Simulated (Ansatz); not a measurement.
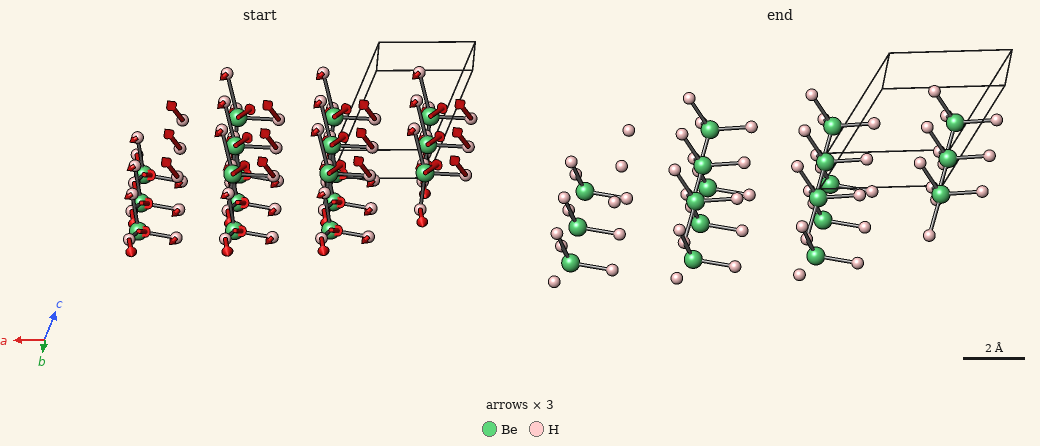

The structure of solid BeH2 (built on the anatase type) before (left) and after (right) a relaxation, at one scale. The red arrows give the displacements (the part carried along by the change of the cell is left out), magnified 3 times.

A ball-and-stick model of the cell of the calculation, reduced to other axes, repeated 3 × 3 × 1 with one cell outlined, seen from a free direction. Lengths and directions refer to the drawn axes.

Case: shaken.

Level of theory: DFT, PBEsol, plane waves, PAW (Ansatz).

The input:
```yaml
crystal:
  lattice:
    - [-1.617548848, 1.6298691383, 3.2439588549]
    - [1.6425429029, -1.5532081601, 3.2188568625]
    - [1.6113562462, 1.5470155583, -3.2067136858]
  atoms:
    - { symbol: Be, position: [0.7883022452, 0.2633711171, 0.5541397636] }
    - { symbol: Be, position: [0.0324529641, 0.0254786754, 0.097065745] }
    - { symbol: H, position: [0.4569083037, 0.0200378836, 0.4533413536] }
    - { symbol: H, position: [0.7761120418, 0.7175056391, -0.041150478] }
    - { symbol: H, position: [0.2294865031, 0.3299726004, 0.0221186655] }
    - { symbol: H, position: [0.920982022, 0.4851960788, 0.510443958] }
kpoints:
  mp_grid: { grid: [8, 8, 8] }
hamiltonian:
  xc: pbesol
scf:
  occupations: { method: fermi_dirac, width: 0.05 }
relax:
  f_tol: 0.01
  cell: {}
  max_steps: 120
```

Launched with:
```bash
ansatz run input.yaml --threads 2 --pin off --max-ram 2211MiB --backend cpu --events-out ev --progress --plain --runs-dir out
```

Question: Describe what moved and what it gained.

Answer: The largest moves relative to the cell, 0.40 Å, are those of Be1 and H5. Be1 goes along [−1 −2 0]. By element the largest moves are Be 0.40 Å, H 0.40 Å. Cell: a 3.177 → 4.052 Å (+27.5 %), b 3.254 → 4.053 Å (+24.5 %), c 3.908 → 4.053 Å (+3.7 %), α 114.1° → 122.0°, β 112.7° → 122.0°, γ 90.2° → 86.6°. Volume +36.4 %. Among the contacts that change: Be2–H6 1.686 → 2.713 Å, Be2–H5 1.880 → 1.435 Å, Be2–H6 (another image) 1.635 → 1.434 Å, Be2–H3 1.276 → 1.434 Å. New bonds form: Be2–H5 (1.88 → 1.43 Å). Bond angles that change, for instance: H3–Be1–H6 159.5° → 118.1°, H4–Be1–H5 87.1° → 118.1°, Be1–H6–Be2 92.4° → 117.8°. The space group (tolerance 0.01 Å) goes from P1 (No. 1) to I-42d (No. 122). The energy falls by 255 meV per atom in 10 accepted moves (12 points after the start). The largest force component goes from 2.4 to 0.0018 eV/Å. Pressure: 12.25 GPa at the start and 0.00 GPa at the end. The SCF was repeated twice at an unchanged geometry on a basis and grid sized afresh for the cell, which shifted the energy by 11.0 meV per atom at most. Cost: 32 s on 2 threads of Intel(R) Xeon(R) Platinum 8488C (Sapphire Rapids) (shared host), peak memory 0.5 GiB.
